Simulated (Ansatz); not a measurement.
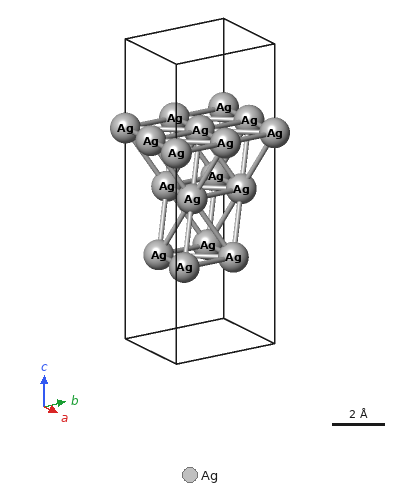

*The input geometry (ball-and-stick view of the cell of the calculation, with the vacuum cut short, seen slightly off an axis). An atom can appear more than once, as a periodic image.*

**Ag: geometry relaxation (part 1 of 2)**

Ag (slab, 12 atoms in the cell), computed with DFT PBE, scalar-relativistic, plane waves, PAW, no spin polarisation (Ansatz 0.2.0).

The structure derives from an entry of the Crystallography Open Database. The input holds or restrains some coordinates. Forces given for the steps count only the free coordinates. It belongs to a series of runs on one base structure; here: clean slab, lower planes held.

### Log
```
Engine: ansatz 0.2.0, x86_64-unknown-linux-gnu
Pseudopotentials: kind: paw
Pseudopotential: Ag, paw, valence charge 19, recommended cutoff 420 eV (normal), Ag.paw.azcp
Functional definition: PBE
  parameter kappa = 0.804
  parameter beta = 0.06672455060314922
  exchange = pbe_x(kappa = kappa, mu = beta*pi^2/3)
  correlation = pbe_c(beta = beta)
Crystal: 12 atoms, lattice volume = 619.295 Å³
Basis set: ecut = 420 eV, 12117 PW (Γ), exchange–correlation on 80×80×288 points (8 copies of the dense FFT grid, shifted against one another)
Bands: 137, of which v1, the nominal top of the filled ones, is band 114 counted from 1 (113 counted from 0)
Symmetry: 24 space group operations
k-points: 4 of 16 (time reversal used)
Non-local potential: Ag, projectors of the file, l = 0: 3, l = 1: 2, l = 2: 2, l = 3: 1
PAW form: soft (Blöchl's): semilocal exchange-correlation on the pseudo side does not see the compensation charge
PAW one-centre angular grid: Ag, 590 points (default); XC on 64 Gauss nodes
Initial density: superposition of atomic densities (neutral atoms: chi_scale 0, normalization atom), corrected by the library's trained network
Initial wavefunctions: pseudopotential atomic-orbital guess
Functional: x = pbe(κ = 0.804, μ = 0.2195149727645171), c = pbe(β = 0.06672455060314922)
SCF iter   1: F=—  HF=-91083.644107 eV  |F-HF|=—  |Δ(HF+E_count)|=         —  Δρ=1.03e-3  dr2=4.68e-3  ethr=1.77e-3  p=-0.000 e·Å  D=-1.82e-13 V/Å  ΔV_dip=0.00 eV  dr2_dipole=1.03e-7  V_vac-E_F(+/−)=4.44/4.44 eV  ⟨swp⟩=6.5  Hψ=2125  notcnv=0  defer=16
efield: sawtooth ramp at fractional position 0.9800 (placed from the atoms, in the widest stretch of the axis that holds none; the zero of the levels goes with the place), width 0.0400; the density the first Hamiltonian is built on has a dipole p = -0.000 e·Å; the dipole correction subtracts the counter field D = -1.82e-13 V/Å, which shifts the + side's vacuum level by +0.00 eV against the − side's; the planar-averaged density in the ramp window peaks in size at 4.2e-6 e/Å³
preconditioner: auto → LDOS  [metal: Δε(μ)=0.022 eV  Ē_g=8.670 eV  σ=0.100 eV  W_gap=0.13  n_scr=122 (ndim 8)  ℏωp=17.1 eV  f_vac=0.604  D(μ)=13.38/eV (n_scr^D=78)  β→1.0]
SCF iter   2: F=—  HF=-91083.660349 eV  |F-HF|=—  |Δ(HF+E_count)|=   1.62e-2  Δρ=8.69e-4  dr2=4.49e-3  ethr=2.05e-6  p=-0.000 e·Å  D=-4.46e-6 V/Å  ΔV_dip=0.00 eV  dr2_dipole=6.23e-8  V_vac-E_F(+/−)=4.52/4.52 eV  ⟨swp⟩=3.0  Hψ=1348  notcnv=0  defer=44
SCF iter   3: F=—  HF=-91083.659203 eV  |F-HF|=—  |Δ(HF+E_count)|=   1.15e-3  Δρ=2.10e-4  dr2=3.02e-4  ethr=1.97e-6  p=-0.000 e·Å  D=-4.61e-6 V/Å  ΔV_dip=0.00 eV  dr2_dipole=1.37e-8  V_vac-E_F(+/−)=4.52/4.52 eV  ⟨swp⟩=2.0  Hψ=939  notcnv=0  defer=44
SCF iter   4: F=—  HF=-91083.659378 eV  |F-HF|=—  |Δ(HF+E_count)|=   1.75e-4  Δρ=4.20e-5  dr2=6.50e-5  ethr=1.32e-7  p=-0.000 e·Å  D=-1.47e-6 V/Å  ΔV_dip=0.00 eV  dr2_dipole=1.68e-9  V_vac-E_F(+/−)=4.53/4.53 eV  ⟨swp⟩=2.8  Hψ=748  notcnv=0  defer=44
iter 5 did not close the SCF: its close was put off for the readings that it lacked (scf_convergence_deferred on its scf_iter line)
SCF iter   5: F=-91083.659373 eV  HF=-91083.659391 eV  |F-HF|=1.77e-5  |Δ(HF+E_count)|=   1.25e-5  Δρ=3.41e-5  dr2=2.06e-5  ethr=2.85e-8  p=-0.000 e·Å  D=-1.29e-6 V/Å  ΔV_dip=0.00 eV  dr2_dipole=7.13e-9  V_vac-E_F(+/−)=4.53/4.53 eV  ⟨swp⟩=2.0  Hψ=678  notcnv=0  defer=44
SCF iter   6: F=-91083.659384 eV  HF=-91083.659389 eV  |F-HF|=5.10e-6  |Δ(HF+E_count)|=   1.45e-6  Δρ=1.91e-5  dr2=6.96e-6  ethr=9.05e-9  p=0.000 e·Å  D=8.04e-7 V/Å  ΔV_dip=-0.00 eV  dr2_dipole=1.26e-14  V_vac-E_F(+/−)=4.53/4.53 eV  ⟨swp⟩=19.5  Hψ=4873  notcnv=0
SCF 1 converged in 6 iterations: F = -91083.659384 eV  dr2 = 6.96e-6
  greatest PAW one-centre occupation: 1.000 electrons in one spin orbital (limit 2), on the Ag atom at site 7 (counted from 0), in its partial waves of l = 0
relax step   1: F+E_penalty+E_count = -91083.65938431 eV  Δ(F+E_penalty+E_count) = +0.000e0 eV  max|allowed force component| = 7.184e-2 eV/Å  Δτ_max = 0.0000 Å  (6 SCF iters, dr2 threshold 2.25e-5 eV, accepted)
Initial density: handed on by an earlier stage of this run
Initial wavefunctions: those handed on with the density
iter 1 solved again at ethr=1.73e-5 eV; its pass at ethr=3.10e-3 eV (dr2=3.94e-2 eV) is discarded
SCF iter   1: F=—  HF=-91083.679467 eV  |F-HF|=—  |Δ(HF+E_count)|=         —  Δρ=1.81e-3  dr2=3.86e-2  ethr=1.73e-5  p=0.000 e·Å  D=4.28e-7 V/Å  ΔV_dip=-0.00 eV  dr2_dipole=1.56e-5  V_vac-E_F(+/−)=4.53/4.53 eV  ⟨swp⟩=2.0  Hψ=1810  notcnv=0  defer=64
efield: sawtooth ramp at fractional position 0.9800 (handed on by an earlier solve), width 0.0400; the density the first Hamiltonian is built on has a dipole p = 0.000 e·Å; the dipole correction subtracts the counter field D = 4.28e-7 V/Å, which shifts the + side's vacuum level by -0.00 eV against the − side's; the planar-averaged density in the ramp window peaks in size at 6.1e-7 e/Å³
preconditioner: auto → LDOS  [metal: Δε(μ)=0.059 eV  Ē_g=8.742 eV  σ=0.100 eV  W_gap=0.32  n_scr=122 (ndim 8)  ℏωp=17.1 eV  f_vac=0.609  D(μ)=12.20/eV (n_scr^D=66)  β→1.0]
SCF iter   2: F=—  HF=-91083.675654 eV  |F-HF|=—  |Δ(HF+E_count)|=   3.81e-3  Δρ=1.41e-3  dr2=3.00e-2  ethr=1.69e-5  p=-0.005 e·Å  D=-1.35e-3 V/Å  ΔV_dip=0.03 eV  dr2_dipole=5.60e-3  V_vac-E_F(+/−)=4.51/4.48 eV  ⟨swp⟩=2.5  Hψ=843  notcnv=0  defer=64
SCF iter   3: F=—  HF=-91083.671937 eV  |F-HF|=—  |Δ(HF+E_count)|=   3.72e-3  Δρ=4.48e-4  dr2=6.52e-3  ethr=1.32e-5  p=-0.001 e·Å  D=-4.25e-4 V/Å  ΔV_dip=0.01 eV  dr2_dipole=4.81e-4  V_vac-E_F(+/−)=4.49/4.48 eV  ⟨swp⟩=2.0  Hψ=741  notcnv=0  defer=64
SCF iter   4: F=—  HF=-91083.671710 eV  |F-HF|=—  |Δ(HF+E_count)|=   2.27e-4  Δρ=5.05e-4  dr2=2.91e-3  ethr=2.86e-6  p=-0.001 e·Å  D=-4.29e-4 V/Å  ΔV_dip=0.01 eV  dr2_dipole=2.77e-4  V_vac-E_F(+/−)=4.47/4.46 eV  ⟨swp⟩=2.0  Hψ=737  notcnv=0  defer=64
SCF iter   5: F=—  HF=-91083.671228 eV  |F-HF|=—  |Δ(HF+E_count)|=   4.82e-4  Δρ=1.39e-4  dr2=3.37e-4  ethr=1.27e-6  p=-0.000 e·Å  D=-1.11e-4 V/Å  ΔV_dip=0.00 eV  dr2_dipole=3.14e-5  V_vac-E_F(+/−)=4.45/4.45 eV  ⟨swp⟩=2.0  Hψ=742  notcnv=0  defer=64
SCF iter   6: F=—  HF=-91083.671206 eV  |F-HF|=—  |Δ(HF+E_count)|=   2.23e-5  Δρ=4.35e-5  dr2=2.43e-5  ethr=1.48e-7  p=0.000 e·Å  D=3.40e-5 V/Å  ΔV_dip=-0.00 eV  dr2_dipole=4.61e-8  V_vac-E_F(+/−)=4.45/4.45 eV  ⟨swp⟩=2.0  Hψ=747  notcnv=0  defer=64
SCF iter   7: F=—  HF=-91083.671705 eV  |F-HF|=—  |Δ(HF+E_count)|=   4.99e-4  Δρ=2.98e-5  dr2=1.06e-5  ethr=1.06e-8  p=0.000 e·Å  D=4.64e-5 V/Å  ΔV_dip=-0.00 eV  dr2_dipole=6.38e-9  V_vac-E_F(+/−)=4.45/4.45 eV  ⟨swp⟩=2.0  Hψ=747  notcnv=0  defer=64
SCF iter   8: F=—  HF=-91083.671704 eV  |F-HF|=—  |Δ(HF+E_count)|=   5.10e-7  Δρ=8.44e-6  dr2=1.23e-6  ethr=4.66e-9  p=0.000 e·Å  D=6.29e-5 V/Å  ΔV_dip=-0.00 eV  dr2_dipole=2.03e-7  V_vac-E_F(+/−)=4.45/4.45 eV  ⟨swp⟩=2.0  Hψ=747  notcnv=0  defer=64
SCF iter   9: F=—  HF=-91083.671705 eV  |F-HF|=—  |Δ(HF+E_count)|=   2.24e-7  Δρ=4.96e-6  dr2=3.36e-7  ethr=5.41e-10  p=0.000 e·Å  D=5.14e-5 V/Å  ΔV_dip=-0.00 eV  dr2_dipole=7.46e-8  V_vac-E_F(+/−)=4.45/4.45 eV  ⟨swp⟩=2.0  Hψ=747  notcnv=0  defer=64
SCF iter  10: F=—  HF=-91083.671705 eV  |F-HF|=—  |Δ(HF+E_count)|=   4.24e-8  Δρ=2.68e-6  dr2=1.25e-7  ethr=4.39e-11  p=0.000 e·Å  D=4.60e-5 V/Å  ΔV_dip=-0.00 eV  dr2_dipole=3.46e-8  V_vac-E_F(+/−)=4.45/4.45 eV  ⟨swp⟩=18.0  Hψ=4193  notcnv=0
SCF iter  11: F=-91083.671705 eV  HF=-91083.671705 eV  |F-HF|=4.80e-10  |Δ(HF+E_count)|=   1.99e-8  Δρ=1.07e-6  dr2=3.30e-8  ethr=4.39e-11  p=0.000 e·Å  D=4.17e-5 V/Å  ΔV_dip=-0.00 eV  dr2_dipole=9.31e-9  V_vac-E_F(+/−)=4.45/4.45 eV  ⟨swp⟩=10.0  Hψ=3429  notcnv=0
SCF 2 converged in 11 iterations: F = -91083.671705 eV  dr2 = 3.30e-8
relax step   2: F+E_penalty+E_count = -91083.67170471 eV  Δ(F+E_penalty+E_count) = -1.232e-2 eV  max|allowed force component| = 7.869e-3 eV/Å  Δτ_max = 0.0726 Å  (11 SCF iters, accepted)
```

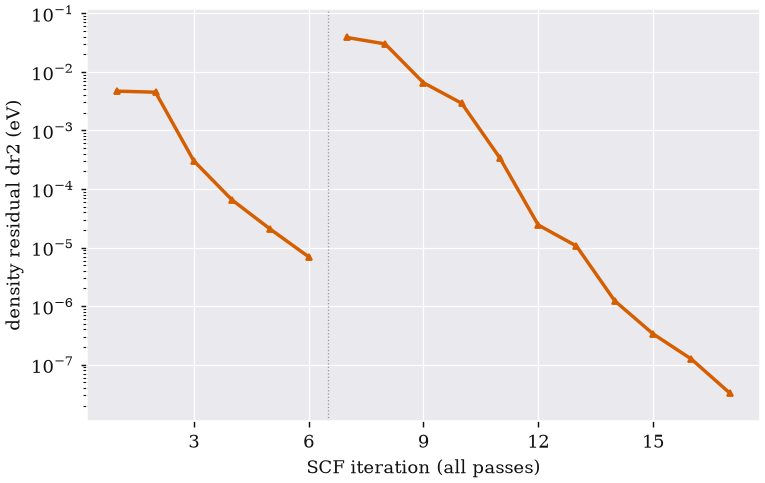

*Convergence of the self-consistent field: density residual dr2 against the SCF iteration. The dotted lines part the SCF passes of the relaxation: geometry steps, rejected trials and re-solves on a re-selected basis.*

The passes take 6 and 11 iterations.

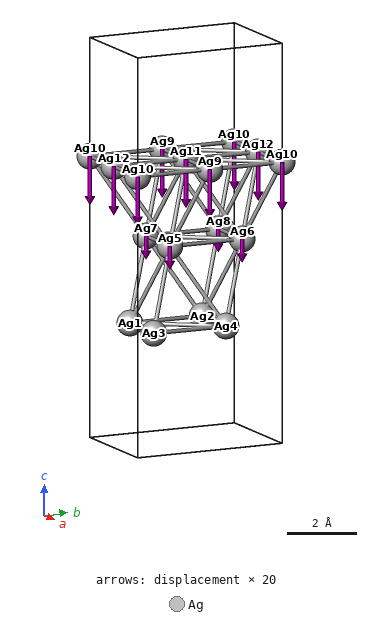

*The starting structure with the displacements as pink arrows, magnified 20 times (ball-and-stick view of the cell of the calculation, with the vacuum cut short, seen slightly off an axis).*

The largest moves, 0.073 Å, are those of Ag9, Ag10, Ag11 and Ag12. The cell doesn't change. Among the contacts that change: Ag1–Ag5 2.933 → 2.904 Å. The energy falls by 12.3 meV per cell of the calculation in 1 geometry step. Largest force component: 0.072 eV/Å at the start, 0.0079 eV/Å at the end. (Atoms are counted from 1 in the order of the input.)

```
WARN: The output density's exchange-correlation potential varies sharply where the density is thin. Do not read a vacuum level from v_tot or v_xc, or from such a field of the output density. On a cell that repeats whose density bears no net charge and no dipole along the vacuum's axis use v_es (v_loc + v_h of the components); under efield.dipole_correction with no amplitude use v_es + v_field, which holds any external_charges[].barrier, or the levels of the report's work_function block, which leave it out; under a non-zero efield.amplitude the vacuum is tilted and has no level; on a cell that repeats and bears such a dipole with no correction it is tilted too, and efield.dipole_correction with no amplitude gives each side of its ramp a level where efield: is served; in a cell that repeats whose density bears a net charge (total_charge, or a fill off its count) it is curved and has none; of a slab under crystal.periodic whose density bears no net charge use v_es, which has a level on each side, short of where the two are joined; of another it falls or rises all the way out and has none; of a slab beside external_charges read slab_vacuum_level instead, which it has where they leave it neutral. The grid or the basis barely resolves most such structure, and the values can differ between equally converged runs; as a rule a tighter scf.convergence.dr2_threshold does not remove it. Where the density itself ripples (under the LDA too) a higher basis.ecutwfc lessens it. The files hold the spikes' plane waves up to the density's cutoff. Files: v_tot_of_output_density and the like, and their columns of v_z.tsv (output.write_potential); v_xc_of_output_density and the like, and their columns of v_comp_z.tsv (output.write_potential_components). Measured: with its Gaussian average of σ = 0.25 Å subtracted twice, the exchange-correlation potential is over 0.1 eV at 396 of the grid points where the equally averaged density (valence and model cores) is under 1e-3 e/Å³, and 0.340 eV at the most among them, at an averaged density of 1.6e-8 e/Å³. The input density's (outcome.potential() and, of a run that writes arrays, v_tot and v_xc) is over 0.1 eV, so measured, at 8 points of its own thin density, 0.116 eV at the most. See output.write_potential in the manual, Limitations
SCF converged after 11 iterations
Free energy (F): -91083.671705 eV
Harris-Foulkes:  -91083.671705 eV  (|F-HF|=4.80e-10)
Internal energy: -91083.607110 eV  (E = F + TS)
E sigma→0 (E₀):  -91083.639407 eV
Entropy (-TS):   -0.064595 eV (-5.383 meV/atom)
Fermi energy:    2.752845 eV
Dipole field:    D = -0.000032 V/Å  (p = -0.000110 e·Å, saw-weighted, corrected)
Work function:   Φ+ = 4.4546 eV   Φ− = 4.4539 eV
Levels:          The Fermi level and band energies are counted from a zero that moves with the ramp; work functions are not
--- Per-component energies (eV) ---
  E_band       = -6067.223969
  E_kinetic    = 6324.674801
  E_local      = -275593.788032  (includes V_loc(G=0)·N_el)
  E_nonlocal   = 964.265109
  E_hartree    = 134996.917353
  E_xc         = -2211.577482
  E_vxc        = -2808.920825  (∫ρ·V_xc dr)
  E_paw        = -46829.191293  (= ΣΔE_a)
  E_vpaw       = -4947.253131  (= ΣTr[D̂ρ^β])
  E_aug_tail   = 0.003909  (compensation charges beyond the density's cutoff)
  E_efield     = 0.000000  (sawtooth field / dipole correction)
  E_vefield    = -0.000263  (∫n·V_field dr)
  E_ewald      = 91265.088526
  E_smearing   = -0.064595  (= −TS)
  E_closure    = 0.000000  (closes the sum)
  Σ components = -91083.671705   (vs F -91083.671705, Δ=0.00e0)
--- Forces (eV/Å), atoms counted from 1 ---
  atom   1  Ag     0.00000000    -0.00000000     0.01352857
  atom   2  Ag     0.00000000    -0.00000000     0.01352857
  atom   3  Ag     0.00000000    -0.00000000     0.01352857
  atom   4  Ag     0.00000000    -0.00000000     0.01352857
  atom   5  Ag     0.00000000    -0.00000000    -0.00564835
  atom   6  Ag    -0.00000000    -0.00000000    -0.00564835
  atom   7  Ag    -0.00000000    -0.00000000    -0.00564835
  atom   8  Ag    -0.00000000    -0.00000000    -0.00564835
  atom   9  Ag     0.00000000     0.00000000    -0.00786887
  atom  10  Ag    -0.00000000     0.00000000    -0.00786887
  atom  11  Ag    -0.00000000     0.00000000    -0.00786887
  atom  12  Ag     0.00000000     0.00000000    -0.00786887
  max |Σ_I F_I| component: 4.54e-5 eV/Å
--- Band table (eV) ---
  k-point 0: bands = ["-89.0349", "-89.0256", "-89.0256", "-89.0256", "-88.8499", "-88.8486", "-88.8408", "-88.8408", "-88.8408", "-88.8395", "-88.8395", "-88.8395", "-52.5658", "-52.5658", "-52.5658", "-52.5419", "-52.5239", "-52.5239", "-52.5239", "-52.4853", "-52.4853", "-52.4853", "-52.4582", "-52.4582", "-52.3856", "-52.3856", "-52.3856", "-52.3789", "-52.3789", "-52.3789", "-52.3237", "-52.3116", "-52.3116", "-52.3116", "-52.3100", "-52.3083", "-52.3083", "-52.3083", "-52.3067", "-52.3067", "-52.3067", "-52.3064", "-52.3064", "-52.3064", "-52.2819", "-52.2819", "-52.2805", "-52.2805", "-4.1144", "-3.1581", "-3.1341", "-3.1341", "-3.1341", "-3.0308", "-2.9969", "-2.9969", "-2.9969", "-2.8882", "-2.8882", "-2.8882", "-2.6645", "-2.6645", "-2.6645", "-2.0229", "-2.0229", "-2.0229", "-1.8426", "-1.8426", "-1.8426", "-1.7618", "-1.7614", "-1.7614", "-1.6075", "-1.6075", "-1.5818", "-1.5818", "-1.5818", "-1.4622", "-1.4622", "-1.1259", "-0.9989", "-0.9989", "-0.9989", "-0.8197", "-0.8197", "-0.8197", "-0.8139", "-0.8139", "-0.5417", "-0.5417", "-0.5417", "-0.5402", "-0.5402", "-0.2422", "-0.2422", "-0.2422", "-0.1793", "-0.1793", "-0.1631", "-0.1631", "-0.1631", "-0.0776", "-0.0776", "-0.0776", "0.0941", "0.0941", "0.0941", "0.1245", "0.1245", "0.1245", "1.4990", "3.1695", "3.1695", "3.1695", "3.2815", "4.0438", "4.0438", "4.0438", "4.4409", "4.4409", "4.4409", "6.7557", "6.7614", "6.7614", "6.7614", "7.2659", "7.5471", "7.5471", "7.5471", "7.8259", "8.3554", "8.3554", "8.3554", "9.5196", "9.7972", "10.7895", "10.7895"]
```
